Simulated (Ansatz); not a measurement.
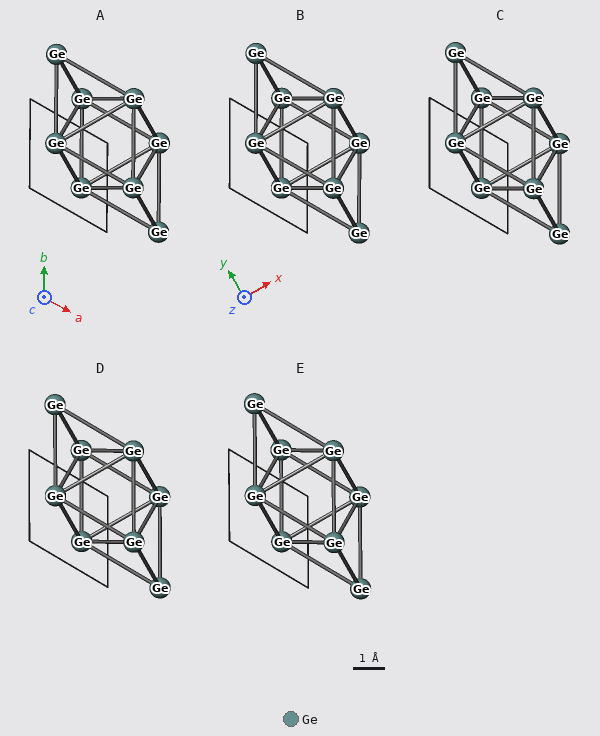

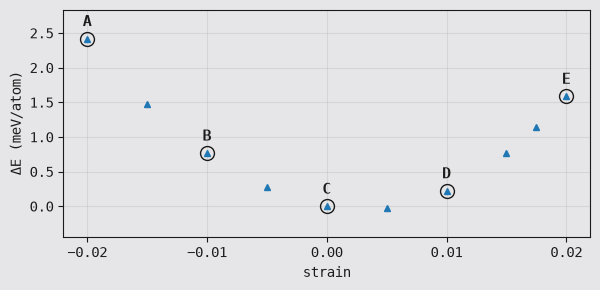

Energy scan for crystalline Ge (Cmcm), in which the cell is strained along y alone, with the atoms kept at their fractional coordinates. x, y and z are the Cartesian axes of the input. The lettered frames are marked on the plot. The picture is a ball-and-stick view of the cell of the calculation, repeated 2 × 2 × 2 with one cell outlined, seen along the c axis.

Level of theory: DFT PBEsol, scalar-relativistic, plane waves, PAW (Ansatz). Settings: plane-wave cutoff 420 eV; k-point mesh 18 × 18 × 10; occupations gaussian; smearing width 0.15 eV; no spin polarisation. Energies (free energies at the smearing named) are counted from the cell as listed in its source, which wasn't relaxed.

### What does the scan show?

The lowest computed point lies at the strain 0.005 (−0.03 meV/atom). The end points stand at 2.42 meV/atom (−0.02) and 1.59 meV/atom (0.02). The curvature at zero strain, (1/V) d²E/dε², is about 87 GPa; it is C₂₂ with clamped ions. The distortion keeps the space group Cmcm. At the strain −0.02 the cell of the drawing goes a 2.991 → 2.946 Å, b 2.991 → 2.946 Å, γ 120.3° → 119.3°.
